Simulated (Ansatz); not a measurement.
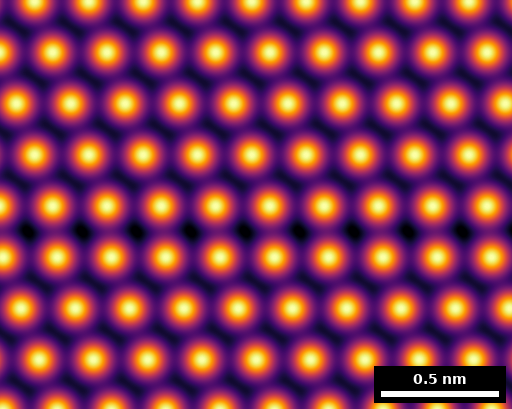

iDPC-like image of Ru (Fm-3m, No. 225) along [110]. Simulated as the projected potential of neutral atoms (B = 0.5 Å²) blurred by a 0.94 Å probe, the thin-sample limit of integrated differential phase contrast. The display is stretched by a gamma of 0.65; percentages refer to the linear signal.

One planar defect was built into the perfect crystal by geometry alone, without relaxation. Host structure: coordinates from a relaxation with DFT PBE, scalar-relativistic, plane waves, PAW in Ansatz 0.2.0; the starting structure was generated, so it need not be a known form of this composition.

> Where does the periodic pattern break, and how?

A planar fault (a stacking fault) runs horizontally about 10 Å below the top edge. The part above it is shifted along the boundary by 1/4 of the 2.33 Å repeat of the rows (0.6 Å to the right, the same as 1.8 Å to the left); both parts keep the same orientation.
